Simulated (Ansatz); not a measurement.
Structure data:

```cif
data_structure
_symmetry_space_group_name_H-M 'P 1'
_symmetry_Int_Tables_number 1
_cell_length_a 2.9004
_cell_length_b 2.9004
_cell_length_c 5.3729
_cell_angle_alpha 90.000
_cell_angle_beta 90.000
_cell_angle_gamma 120.000
_cell_volume 39.14
loop_
_atom_site_label
_atom_site_type_symbol
_atom_site_fract_x
_atom_site_fract_y
_atom_site_fract_z
_atom_site_occupancy
Ta1 Ta 0.66667 0.33333 0.75000 1
Ta2 Ta 0.33333 0.66667 0.25000 1
```

### Summarise the structure in words.

The element is tantalum. It takes space group P6_3/mmc (No. 194) on a primitive hexagonal lattice. Type of structure: hexagonal close-packed (Mg type). The cell holds two atoms. Each Ta atom is coordinated by twelve Ta in a distorted anticuboctahedral arrangement at 2.90 to 3.17 Å. The bonds build a three-dimensional framework.

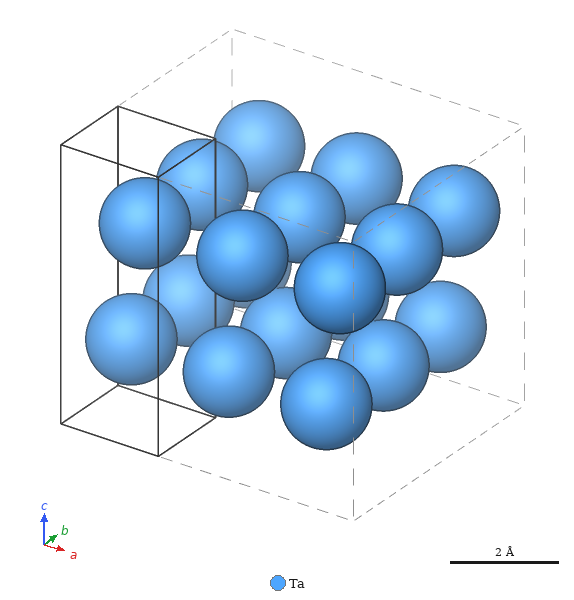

The structure above is drawn in spheres-only style and viewed slightly off an axis. 3×3×1 cells are drawn; the solid outline is the conventional unit cell.

Origin of the cell: a structure listed in the Materials Project. The cell was then strained or its atoms displaced on purpose. It was run through Ansatz as a DFT input.

At this level of theory the cell isn't at rest (stretched, at -17 GPa), so its distances can differ from those at equilibrium, the more so the softer the solid.
